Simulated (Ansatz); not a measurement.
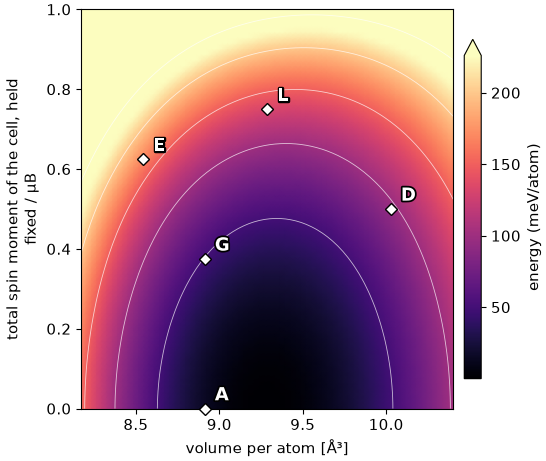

TiN (Fm-3m, No. 225; 2 atoms in the cell). 
- The energy is mapped over volume and a fixed ferromagnetic moment.
- Coordinates scanned: (1) volume per atom; (2) total spin moment of the cell, held fixed.
- Nothing is relaxed (shape and fractional coordinates fixed).
- The scan uses a 7 × 9 grid.
- Points are written as (first, second).
- Energies: meV/atom, counted from the lowest grid point.
- The moment is held fixed and parallel; antiferromagnetic orders weren't tried.
- Method: DFT PBEsol, scalar-relativistic, plane waves, PAW in Ansatz 0.2.0. Settings: cutoff 520 eV, k-mesh 20×20×20, gaussian smearing 0.15 eV.

Drawn: a smooth colour map with a few white contour lines, one colour for all values above the top of the scale, lettered points. Between grid points the surface is interpolated.

### What kind of point is each of D, E, G, L: minimum, saddle, maximum or slope?

D: on a slope; E: on a slope; G: on a slope; L: on a slope. (In these two coordinates alone; a stationary point may lie a little off the grid point.)

### Rank the lettered points by energy, lowest first.

A (15 meV/atom), G (49 meV/atom), D (95 meV/atom), L (132 meV/atom), E (169 meV/atom).

PAW datasets: the set soft_1.
